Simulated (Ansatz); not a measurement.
```xyz
10
Lattice="3.5457 0.0000 0.0000 0.0000 3.5457 0.0000 0.0000 0.0000 15.0154" Properties=species:S:1:pos:R:3 pbc="T T T"
Zr    1.7729    1.7729    1.9325
Zr    0.0000    0.0000    9.4402
Zr    0.0000    0.0000    5.5752
Zr    1.7729    1.7729   13.0829
Zr    0.0000    0.0000    0.0000
Zr    1.7729    1.7729    7.5077
S     0.0000    0.0000    2.6700
S     1.7729    1.7729   10.1777
S     1.7729    1.7729    4.8377
S     0.0000    0.0000   12.3454
```

Space group I4/mmm; a generated structure, not necessarily the stable one; changed on purpose from its base cell (volume × 0.97, shape and atoms relaxed); computed pressure about 3 GPa in this cell.

Theory: DFT PBE, scalar-relativistic, plane waves, PAW (Ansatz 0.2.0).

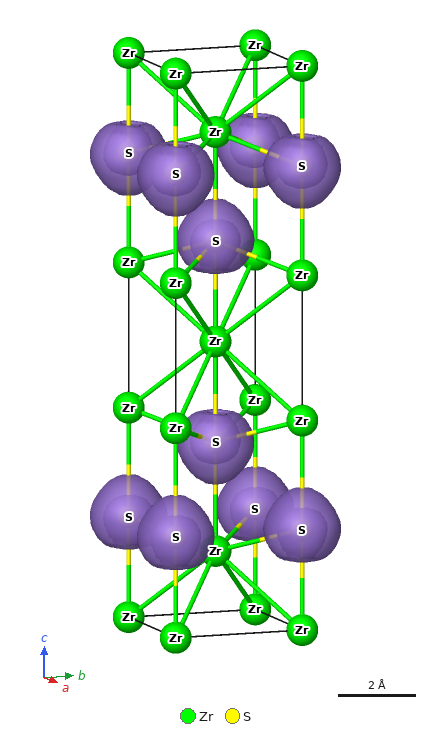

Zr$_{3}$S$_{2}$. Isosurface of the ELF at 0.8 (purple), seen slightly off an axis. Core shells and regions of very low density are left out. Sticks mark near contacts.

Core electrons are frozen (PAW), and the valence fields are smoothed inside the atomic spheres.

Question: Describe the localisation domains.

Answer: The surface consists of four regions wrapped around S (the valence shell of each), counted in one cell of 10 atoms. Any copies at cell faces, edges or corners count once. Along the contacts the grid gives the following. Zr–S (2.61 Å): the ELF peaks at about 0.85 in the valence shell of S, 0.8 Å from its nucleus, and is about 0.30 at the midpoint: no shared electron pair shows on this line. Zr–Zr (3.17 Å): the ELF is about 0.20 at the midpoint (no shared electron pair shows on this line).

Question: Does the calculation make it a metal, or give it a gap?

Answer: It is gapless in this calculation (a metal or semimetal).
